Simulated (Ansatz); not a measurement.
# Geometry relaxation, with input and output: Sn$_{4}$HO (part 1 of 3)

- system: Sn$_{4}$HO (slab, 6 atoms in the cell)
- method: DFT PBEsol, scalar-relativistic, plane waves, PAW, no spin polarisation (Ansatz 0.2.0)

The structure derives from an entry of the Crystallography Open Database. The input holds or restrains some coordinates. Forces given for the steps count only the free coordinates. It belongs to a series of runs on one base structure; here: OH put at a top Sn site.

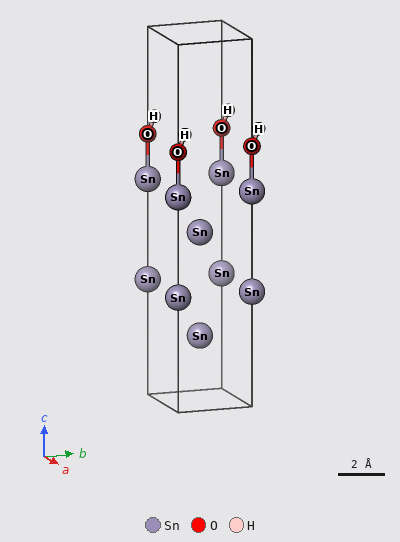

The input geometry (ball-and-stick view of the cell of the calculation, with the vacuum cut short, seen slightly off an axis). An atom can appear more than once, as a periodic image.

## The input
```yaml
crystal:
  lattice:
    - [3.4135078666, 0.0, 0.0]
    - [0.3483379104, 3.3956879502, 0.0]
    - [0.0, 0.0, 26.7417357796]
  atoms:
    - { symbol: Sn, position: [0.5, 0.5, 0.3178552084] }
    - { symbol: Sn, position: [0.0, 0.0, 0.4033861283] }
    - { symbol: Sn, position: [0.5, 0.5, 0.494334095] }
    - { symbol: Sn, position: [0.0, 0.0, 0.5748435398] }
    - { symbol: O, position: [0.0, 0.0, 0.6518766845] }
    - { symbol: H, position: [0.1024381372, 0.0474015781, 0.6847840472] }
basis:
  ecutwfc: 420
kpoints:
  mp_grid: { grid: [9, 9, 1] }
hamiltonian:
  xc: pbesol
scf:
  occupations: { method: gaussian, width: 0.1 }
output:
  forces: true
  eigenvalues: true
  write_density: true
  write_potential: true
  elf: true
  volumetric_format: npy
relax:
  adjacent_minimum: "off"
  f_tol: 0.03
  max_steps: 70
  constraints: [{ sites: [0, 1] }]
efield:
  axis: 3
  dipole_correction: true
  ramp_width: 0.04
```

Run on 2 threads of Arm Neoverse V2, 24 GiB of memory available, shared host.

Launch command:
```bash
ansatz run input.yaml --threads 2 --pin off --max-ram 5120MiB --backend cpu --events-out ev --progress --plain --runs-dir out
```

## Log
```
Engine: ansatz 0.2.0, aarch64-unknown-linux-gnu
Pseudopotentials: kind: paw
Pseudopotential: Sn, paw, valence charge 14, recommended cutoff 420 eV (normal), Sn.paw.azcp
Pseudopotential: O, paw, valence charge 6, recommended cutoff 420 eV (normal), O.paw.azcp
Pseudopotential: H, paw, valence charge 1, recommended cutoff 420 eV (normal), H.paw.azcp
Functional definition: PBEsol
  exchange = pbesol_x
  correlation = pbesol_c
Crystal: 6 atoms, lattice volume = 309.969 Å³
Basis set: ecut = 420 eV, 6107 PW (Γ), exchange–correlation on 48×48×360 points (8 copies of the dense FFT grid, shifted against one another)
Bands: 38, of which v1, the nominal top of the filled ones, is band 32 counted from 1 (31 counted from 0)
Symmetry: 1 space group operations
Space group: P1 (ITA 1), of the structure as read, at distance tolerance 6.8e-5 Å
k-points: 41 of 81 (time reversal used)
Non-local potential: Sn, projectors of the file, l = 0: 2, l = 1: 2, l = 2: 2, l = 3: 2
Non-local potential: O, projectors of the file, l = 0: 2, l = 1: 2, l = 2: 1
Non-local potential: H, projectors of the file, l = 0: 2, l = 1: 1
PAW form: soft (Blöchl's): semilocal exchange-correlation on the pseudo side does not see the compensation charge
PAW frozen core: Sn, regenerated for the run's functional, and the local potential with it (the file was generated under x = pbe(κ = 0.804, μ = 0.2195149727645171), c = pbe(β = 0.06672455060314922))
PAW frozen core: O, regenerated for the run's functional, and the local potential with it (the file was generated under x = pbe(κ = 0.804, μ = 0.2195149727645171), c = pbe(β = 0.06672455060314922))
PAW one-centre angular grid: Sn, 590 points (default); XC on 64 Gauss nodes
PAW one-centre angular grid: O, 110 points (default); XC on 64 Gauss nodes
PAW one-centre angular grid: H, 110 points (default); XC on 64 Gauss nodes
Initial density: superposition of atomic densities (neutral atoms: chi_scale 0, normalization atom), corrected by the library's trained network
Initial wavefunctions: pseudopotential atomic-orbital guess
Functional: x = pbesol(κ = 0.804, μ = 0.12345679012345678), c = pbesol(β = 0.046)
SCF iter   1: F=—  HF=-24373.970185 eV  |F-HF|=—  |Δ(HF+E_count)|=         —  Δρ=3.88e-3  dr2=4.87e-2  ethr=1.77e-3  p=-0.013 e·Å  D=-7.46e-3 V/Å  ΔV_dip=0.20 eV  dr2_dipole=2.03e-3  V_vac-E_F(+/−)=4.38/4.18 eV  ⟨swp⟩=8.4  Hψ=7013  notcnv=0
efield: sawtooth ramp at fractional position 0.9813 (placed from the atoms, in the widest stretch of the axis that holds none; the zero of the levels goes with the place), width 0.0400; the density the first Hamiltonian is built on has a dipole p = -0.013 e·Å; the dipole correction subtracts the counter field D = -7.46e-3 V/Å, which shifts the + side's vacuum level by +0.20 eV against the − side's; the planar-averaged density in the ramp window peaks in size at 8.4e-6 e/Å³
preconditioner: auto → LDOS  [metal: Δε(μ)=0.063 eV  Ē_g=18.008 eV  σ=0.100 eV  W_gap=0.32  n_scr=52 (ndim 8)  ℏωp=16.7 eV  f_vac=0.550  D(μ)=1.11/eV (n_scr^D=6)  β→1.0]
SCF iter   2: F=—  HF=-24373.981551 eV  |F-HF|=—  |Δ(HF+E_count)|=   1.14e-2  Δρ=5.50e-3  dr2=1.03e-1  ethr=7.72e-5  p=-0.018 e·Å  D=-1.04e-2 V/Å  ΔV_dip=0.28 eV  dr2_dipole=5.44e-3  V_vac-E_F(+/−)=4.43/4.16 eV  ⟨swp⟩=2.9  Hψ=3695  notcnv=0  defer=55
SCF iter   3: F=—  HF=-24373.961623 eV  |F-HF|=—  |Δ(HF+E_count)|=   1.99e-2  Δρ=1.40e-3  dr2=7.30e-3  ethr=7.72e-5  p=-0.023 e·Å  D=-1.36e-2 V/Å  ΔV_dip=0.36 eV  dr2_dipole=3.29e-4  V_vac-E_F(+/−)=4.50/4.13 eV  ⟨swp⟩=2.3  Hψ=2111  notcnv=0  defer=55
SCF iter   4: F=—  HF=-24373.960515 eV  |F-HF|=—  |Δ(HF+E_count)|=   1.11e-3  Δρ=1.54e-4  dr2=2.05e-4  ethr=1.16e-5  p=-0.023 e·Å  D=-1.32e-2 V/Å  ΔV_dip=0.35 eV  dr2_dipole=3.40e-5  V_vac-E_F(+/−)=4.48/4.13 eV  ⟨swp⟩=2.0  Hψ=2267  notcnv=0  defer=32
iter 5 did not close the SCF: its close was put off for the readings that it lacked (scf_convergence_deferred on its scf_iter line)
SCF iter   5: F=-24373.960467 eV  HF=-24373.960475 eV  |F-HF|=8.00e-6  |Δ(HF+E_count)|=   4.06e-5  Δρ=4.33e-5  dr2=1.17e-5  ethr=3.25e-7  p=-0.023 e·Å  D=-1.36e-2 V/Å  ΔV_dip=0.36 eV  dr2_dipole=2.10e-6  V_vac-E_F(+/−)=4.49/4.13 eV  ⟨swp⟩=2.2  Hψ=2753  notcnv=0  defer=32
SCF iter   6: F=-24373.960476 eV  HF=-24373.960476 eV  |F-HF|=2.39e-7  |Δ(HF+E_count)|=   1.55e-6  Δρ=1.24e-5  dr2=1.18e-6  ethr=1.85e-8  p=-0.023 e·Å  D=-1.35e-2 V/Å  ΔV_dip=0.36 eV  dr2_dipole=6.10e-8  V_vac-E_F(+/−)=4.49/4.13 eV  ⟨swp⟩=17.7  Hψ=15555  notcnv=0
SCF 1 converged in 6 iterations: F = -24373.960476 eV  dr2 = 1.18e-6
  greatest PAW one-centre occupation: 0.992 electrons in one spin orbital (limit 2), on the Sn atom at site 3 (counted from 0), in its partial waves of l = 2
relax step   1: F+E_penalty+E_count = -24373.96047593 eV  Δ(F+E_penalty+E_count) = +0.000e0 eV  max|allowed force component| = 2.150e0 eV/Å  Δτ_max = 0.0000 Å  (6 SCF iters, dr2 threshold 2.25e-5 eV, accepted)
Initial density: handed on by an earlier stage of this run
Initial wavefunctions: those handed on with the density
iter 1 solved again at ethr=8.24e-4 eV; its pass at ethr=3.10e-3 eV (dr2=5.19e-1 eV) is discarded
SCF iter   1: F=—  HF=-24374.290649 eV  |F-HF|=—  |Δ(HF+E_count)|=         —  Δρ=8.55e-3  dr2=5.10e-1  ethr=8.24e-4  p=-0.023 e·Å  D=-1.35e-2 V/Å  ΔV_dip=0.36 eV  dr2_dipole=1.52e-1  V_vac-E_F(+/−)=4.39/4.03 eV  ⟨swp⟩=1.1  Hψ=7288  notcnv=0  defer=52
efield: sawtooth ramp at fractional position 0.9813 (handed on by an earlier solve), width 0.0400; the density the first Hamiltonian is built on has a dipole p = -0.023 e·Å; the dipole correction subtracts the counter field D = -1.35e-2 V/Å, which shifts the + side's vacuum level by +0.36 eV against the − side's; the planar-averaged density in the ramp window peaks in size at 1.7e-6 e/Å³
preconditioner: auto → LDOS  [metal: Δε(μ)=0.039 eV  Ē_g=18.082 eV  σ=0.100 eV  W_gap=0.21  n_scr=52 (ndim 8)  ℏωp=16.7 eV  f_vac=0.545  D(μ)=2.01/eV (n_scr^D=8)  β→1.0]
SCF iter   2: F=—  HF=-24374.249621 eV  |F-HF|=—  |Δ(HF+E_count)|=   4.10e-2  Δρ=3.39e-3  dr2=1.04e-1  ethr=8.09e-4  p=-0.005 e·Å  D=-2.67e-3 V/Å  ΔV_dip=0.07 eV  dr2_dipole=1.43e-2  V_vac-E_F(+/−)=4.14/4.07 eV  ⟨swp⟩=3.1  Hψ=3198  notcnv=0  defer=52
SCF iter   3: F=—  HF=-24374.233181 eV  |F-HF|=—  |Δ(HF+E_count)|=   1.64e-2  Δρ=1.24e-3  dr2=5.72e-3  ethr=1.65e-4  p=-0.002 e·Å  D=-1.31e-3 V/Å  ΔV_dip=0.03 eV  dr2_dipole=7.71e-5  V_vac-E_F(+/−)=4.11/4.07 eV  ⟨swp⟩=2.4  Hψ=3386  notcnv=0  defer=56
SCF iter   4: F=—  HF=-24374.231159 eV  |F-HF|=—  |Δ(HF+E_count)|=   2.02e-3  Δρ=3.25e-4  dr2=4.10e-4  ethr=9.07e-6  p=-0.003 e·Å  D=-1.63e-3 V/Å  ΔV_dip=0.04 eV  dr2_dipole=3.93e-5  V_vac-E_F(+/−)=4.12/4.07 eV  ⟨swp⟩=2.9  Hψ=2855  notcnv=0  defer=56
SCF iter   5: F=—  HF=-24374.231132 eV  |F-HF|=—  |Δ(HF+E_count)|=   2.73e-5  Δρ=1.20e-4  dr2=4.04e-5  ethr=1.59e-7  p=-0.004 e·Å  D=-2.15e-3 V/Å  ΔV_dip=0.06 eV  dr2_dipole=3.88e-8  V_vac-E_F(+/−)=4.13/4.07 eV  ⟨swp⟩=19.5  Hψ=17061  notcnv=0
SCF iter   6: F=-24374.231130 eV  HF=-24374.231129 eV  |F-HF|=1.05e-6  |Δ(HF+E_count)|=   3.48e-6  Δρ=1.92e-5  dr2=1.64e-6  ethr=6.41e-8  p=-0.003 e·Å  D=-1.96e-3 V/Å  ΔV_dip=0.05 eV  dr2_dipole=2.48e-7  V_vac-E_F(+/−)=4.13/4.07 eV  ⟨swp⟩=16.0  Hψ=16921  notcnv=0
SCF 2 converged in 6 iterations: F = -24374.231130 eV  dr2 = 1.64e-6
relax step   2: F+E_penalty+E_count = -24374.23112976 eV  Δ(F+E_penalty+E_count) = -2.707e-1 eV  max|allowed force component| = 1.813e0 eV/Å  Δτ_max = 0.1932 Å  (6 SCF iters, dr2 threshold 1.00e-4 eV, accepted)
iter 1 solved again at ethr=1.52e-4 eV; its pass at ethr=3.10e-3 eV (dr2=9.56e-2 eV) is discarded
SCF iter   1: F=—  HF=-24374.351189 eV  |F-HF|=—  |Δ(HF+E_count)|=         —  Δρ=6.56e-3  dr2=9.81e-2  ethr=1.52e-4  p=-0.003 e·Å  D=-1.96e-3 V/Å  ΔV_dip=0.05 eV  dr2_dipole=2.66e-3  V_vac-E_F(+/−)=4.10/4.04 eV  ⟨swp⟩=1.9  Hψ=6074  notcnv=0  defer=30
efield: sawtooth ramp at fractional position 0.9813 (handed on by an earlier solve), width 0.0400; the density the first Hamiltonian is built on has a dipole p = -0.003 e·Å; the dipole correction subtracts the counter field D = -1.96e-3 V/Å, which shifts the + side's vacuum level by +0.05 eV against the − side's; the planar-averaged density in the ramp window peaks in size at 7.5e-7 e/Å³
preconditioner: auto → LDOS  [metal: Δε(μ)=0.015 eV  Ē_g=18.092 eV  σ=0.100 eV  W_gap=0.08  n_scr=52 (ndim 8)  ℏωp=16.7 eV  f_vac=0.546  D(μ)=2.31/eV (n_scr^D=8)  β→1.0]
SCF iter   2: F=—  HF=-24374.350039 eV  |F-HF|=—  |Δ(HF+E_count)|=   1.15e-3  Δρ=2.59e-3  dr2=2.36e-2  ethr=1.52e-4  p=-0.051 e·Å  D=-2.97e-2 V/Å  ΔV_dip=0.79 eV  dr2_dipole=3.71e-6  V_vac-E_F(+/−)=4.85/4.06 eV  ⟨swp⟩=2.9  Hψ=3071  notcnv=0  defer=30
SCF iter   3: F=—  HF=-24374.343555 eV  |F-HF|=—  |Δ(HF+E_count)|=   6.48e-3  Δρ=6.58e-4  dr2=1.37e-3  ethr=3.75e-5  p=-0.033 e·Å  D=-1.95e-2 V/Å  ΔV_dip=0.52 eV  dr2_dipole=5.56e-5  V_vac-E_F(+/−)=4.58/4.06 eV  ⟨swp⟩=2.8  Hψ=2944  notcnv=0  defer=38
SCF iter   4: F=—  HF=-24374.343119 eV  |F-HF|=—  |Δ(HF+E_count)|=   4.35e-4  Δρ=1.02e-4  dr2=3.91e-5  ethr=2.17e-6  p=-0.037 e·Å  D=-2.19e-2 V/Å  ΔV_dip=0.58 eV  dr2_dipole=4.84e-6  V_vac-E_F(+/−)=4.64/4.06 eV  ⟨swp⟩=2.2  Hψ=2835  notcnv=0  defer=47
SCF iter   5: F=-24374.343119 eV  HF=-24374.343119 eV  |F-HF|=6.44e-7  |Δ(HF+E_count)|=   6.52e-7  Δρ=2.48e-5  dr2=1.66e-6  ethr=6.21e-8  p=-0.038 e·Å  D=-2.22e-2 V/Å  ΔV_dip=0.59 eV  dr2_dipole=1.51e-8  V_vac-E_F(+/−)=4.65/4.06 eV  ⟨swp⟩=20.2  Hψ=17567  notcnv=0
SCF 3 converged in 5 iterations: F = -24374.343119 eV  dr2 = 1.66e-6
relax step   3: F+E_penalty+E_count = -24374.34311922 eV  Δ(F+E_penalty+E_count) = -1.120e-1 eV  max|allowed force component| = 2.098e0 eV/Å  Δτ_max = 0.1905 Å  (5 SCF iters, dr2 threshold 1.00e-4 eV, accepted)
SCF iter   1: F=—  HF=-24374.404897 eV  |F-HF|=—  |Δ(HF+E_count)|=         —  Δρ=5.33e-3  dr2=4.00e-2  ethr=1.26e-3  p=-0.038 e·Å  D=-2.22e-2 V/Å  ΔV_dip=0.59 eV  dr2_dipole=3.79e-3  V_vac-E_F(+/−)=4.65/4.06 eV  ⟨swp⟩=4.0  Hψ=4939  notcnv=0  defer=52
efield: sawtooth ramp at fractional position 0.9813 (handed on by an earlier solve), width 0.0400; the density the first Hamiltonian is built on has a dipole p = -0.038 e·Å; the dipole correction subtracts the counter field D = -2.22e-2 V/Å, which shifts the + side's vacuum level by +0.59 eV against the − side's; the planar-averaged density in the ramp window peaks in size at 1.6e-6 e/Å³
preconditioner: auto → LDOS  [metal: Δε(μ)=0.028 eV  Ē_g=18.100 eV  σ=0.100 eV  W_gap=0.16  n_scr=52 (ndim 8)  ℏωp=16.7 eV  f_vac=0.547  D(μ)=1.97/eV (n_scr^D=8)  β→1.0]
SCF iter   2: F=—  HF=-24374.415101 eV  |F-HF|=—  |Δ(HF+E_count)|=   1.02e-2  Δρ=1.93e-3  dr2=1.02e-2  ethr=6.35e-5  p=-0.090 e·Å  D=-5.23e-2 V/Å  ΔV_dip=1.40 eV  dr2_dipole=1.43e-4  V_vac-E_F(+/−)=5.45/4.06 eV  ⟨swp⟩=2.9  Hψ=2478  notcnv=0  defer=56
SCF iter   3: F=—  HF=-24374.412013 eV  |F-HF|=—  |Δ(HF+E_count)|=   3.09e-3  Δρ=7.68e-4  dr2=1.45e-3  ethr=1.62e-5  p=-0.075 e·Å  D=-4.38e-2 V/Å  ΔV_dip=1.17 eV  dr2_dipole=5.43e-5  V_vac-E_F(+/−)=5.23/4.06 eV  ⟨swp⟩=3.0  Hψ=2225  notcnv=0  defer=56
SCF iter   4: F=—  HF=-24374.411629 eV  |F-HF|=—  |Δ(HF+E_count)|=   3.84e-4  Δρ=1.30e-4  dr2=6.31e-5  ethr=2.30e-6  p=-0.079 e·Å  D=-4.62e-2 V/Å  ΔV_dip=1.23 eV  dr2_dipole=1.87e-6  V_vac-E_F(+/−)=5.29/4.05 eV  ⟨swp⟩=2.1  Hψ=2013  notcnv=0  defer=56
SCF iter   5: F=-24374.411607 eV  HF=-24374.411608 eV  |F-HF|=6.35e-7  |Δ(HF+E_count)|=   2.17e-5  Δρ=2.39e-5  dr2=1.54e-6  ethr=1.00e-7  p=-0.080 e·Å  D=-4.67e-2 V/Å  ΔV_dip=1.25 eV  dr2_dipole=1.89e-7  V_vac-E_F(+/−)=5.30/4.05 eV  ⟨swp⟩=20.6  Hψ=17913  notcnv=0
SCF 4 converged in 5 iterations: F = -24374.411607 eV  dr2 = 1.54e-6
relax step   4: F+E_penalty+E_count = -24374.41160706 eV  Δ(F+E_penalty+E_count) = -6.849e-2 eV  max|allowed force component| = 1.213e0 eV/Å  Δτ_max = 0.1926 Å  (5 SCF iters, dr2 threshold 1.00e-4 eV, accepted)
```
